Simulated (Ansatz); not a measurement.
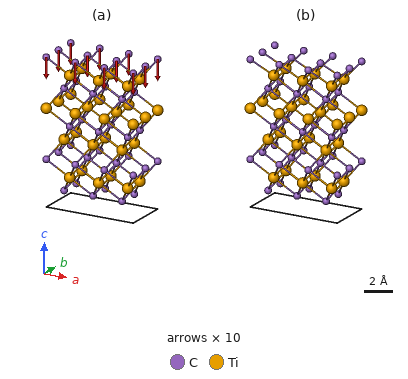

The structure of a slab of composition Ti4C5 (cut from the Fm-3m phase) before (left) and after (right) a constrained relaxation, at one scale. The red arrows give the displacements, 10 times their true length.

A ball-and-stick model of the 3 × 2 repeat of the cell, outlined in the plane, without the vacuum, seen slightly off an axis.

Case: clean slab, lower half held. The slab is the (1 1 1) face of TiC. 4 atoms are held fixed.

Level of theory: Ansatz 0.2.0, DFT r2SCAN, scalar-relativistic, plane waves, PAW.

The input:
```yaml
crystal:
  lattice:
    - [3.060358149, 0.0, 0.0]
    - [-1.5301790745, 2.6503479017, 0.0]
    - [0.0, 0.0, 26.9950878602]
  atoms:
    - { symbol: C, position: [0.3333333333, 0.6666666667, 0.3148720998] }
    - { symbol: Ti, position: [0.6666666667, 0.3333333333, 0.3611540749] }
    - { symbol: C, position: [0.0, 0.0, 0.4074360499] }
    - { symbol: Ti, position: [0.3333333333, 0.6666666667, 0.453718025] }
    - { symbol: C, position: [0.6666666667, 0.3333333333, 0.5] }
    - { symbol: Ti, position: [0.0, 0.0, 0.546281975] }
    - { symbol: C, position: [0.3333333333, 0.6666666667, 0.5925639501] }
    - { symbol: Ti, position: [0.6666666667, 0.3333333333, 0.6388459251] }
    - { symbol: C, position: [0.0, 0.0, 0.6851279002] }
basis:
  ecutwfc: 500
kpoints:
  mp_grid: { grid: [12, 12, 1] }
hamiltonian:
  xc: r2scan
scf:
  occupations: { method: gaussian, width: 0.1 }
output:
  forces: true
  eigenvalues: true
  write_density: true
  write_potential: true
  elf: true
  volumetric_format: npy
relax:
  adjacent_minimum: "off"
  f_tol: 0.03
  max_steps: 70
  constraints: [{ sites: [0, 1, 2, 3] }]
efield:
  axis: 3
  dipole_correction: true
  ramp_width: 0.04
```

Run as
```bash
ansatz run input.yaml --threads 2 --pin off --max-ram 5120MiB --backend cpu --events-out ev --progress --plain --runs-dir out
```

**Summarise the run.**

Over 4 geometry steps the energy falls by 93.3 meV per cell of the calculation. The largest force component goes from 1.1 to 0.0085 eV/Å. C9 moves most: 0.16 Å along the normal (−c). Ti stays in place. The lattice vectors keep their values. Near-neighbour distances that change, for instance: Ti8–C9 2.164 → 2.073 Å, C7–Ti8 2.164 → 2.173 Å, Ti6–Ti8 3.060 → 3.066 Å. Among the angles between lasting bonds that change: C9–Ti8–C9 90.0° → 95.2°, Ti8–C9–Ti8 90.0° → 95.2°, C7–Ti8–C9 180.0° → 175.9°.
